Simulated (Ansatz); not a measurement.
Cell and atoms:

```xyz
2
Lattice="2.5769 0.0000 0.0000 -1.2885 2.2317 0.0000 0.0000 0.0000 5.7971" Properties=species:S:1:pos:R:3 pbc="T T T"
Al    1.2885    0.7439    4.3478
Al    0.0000    1.4878    1.4493
```

Describe what this structure looks like.

The element is aluminium. Space group: P6_3/mmc (No. 194). Lattice: primitive hexagonal. The cell holds two atoms. Al is surrounded by six Al at 2.58 Å. The bonds build Al layers parallel to (001).

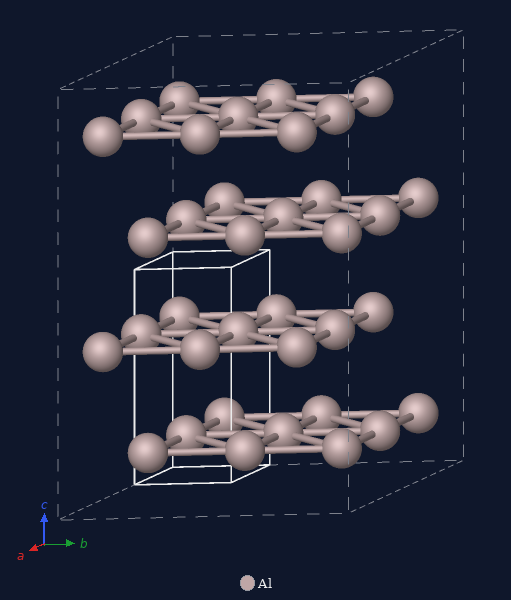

A ball-and-stick rendering, viewed slightly off an axis. One conventional unit cell is drawn solid; the view covers 3×3×2 cells.

The initial geometry was a structure listed in the Materials Project. The cell was then strained or its atoms displaced on purpose. It was run through Ansatz as a DFT input.

At this level of theory the run's own cell isn't at rest (compressed, at 9 GPa), so its distances can differ from those at equilibrium, the more so the softer the solid.
